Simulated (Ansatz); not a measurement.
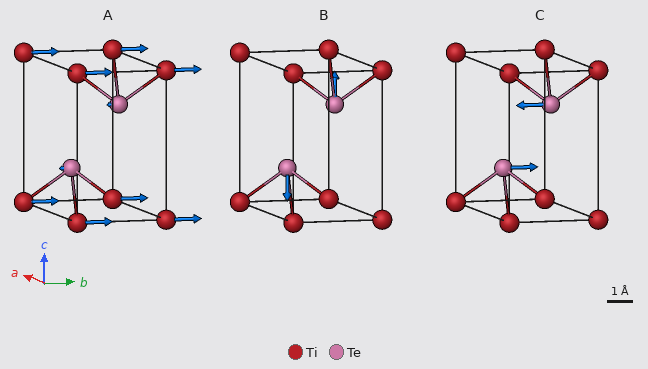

Modes of solid TiTe2, space group P-3m1 (No. 164), at the zone centre (one member of each degenerate set). The blue arrows are the displacements of the atoms (eigenvector over the root of the mass), of arbitrary overall length and sign. Style: ball-and-stick. Shown: the cell of the calculation, from a free direction.

All numbers below come from Ansatz, DFT PBEsol, scalar-relativistic, plane waves, PAW.

The frequencies depend somewhat on the k-mesh and the smearing.

Question: Which are infrared-active and which Raman-active?

Answer: A is E_u, infrared-active by symmetry (184 cm⁻¹). B is A₁g, Raman-active by symmetry (144 cm⁻¹). C is E_g, Raman-active by symmetry (100 cm⁻¹). The crystal has a centre of inversion, so no mode is both. In a metal the free carriers screen the infrared response.
